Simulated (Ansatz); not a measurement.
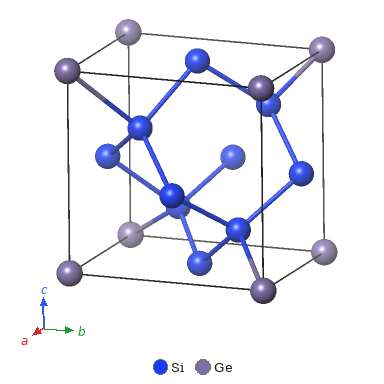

Crystal structure, ball-and-stick style, seen slightly off an axis. One unit cell is framed, with atoms on its boundary repeated. Cell: a = 5.978 Å, b = 5.513 Å, c = 5.531 Å, α = 91.08°, β = 87.73°, γ = 85.39°.

Notes on the structure:

- This is Si7Ge.
- All rotations and mirrors are lost; the group is P1.
- Content of the cell: 7 Si, 1 Ge (Z = 1).

The model was built from a structure listed in the Materials Project. The cell was then strained or its atoms displaced on purpose. It was run through Ansatz as a DFT input.

At this level of theory the run's own cell isn't at rest (forces up to 5.4 eV/Å), so its distances can differ from those at equilibrium, the more so the softer the solid.
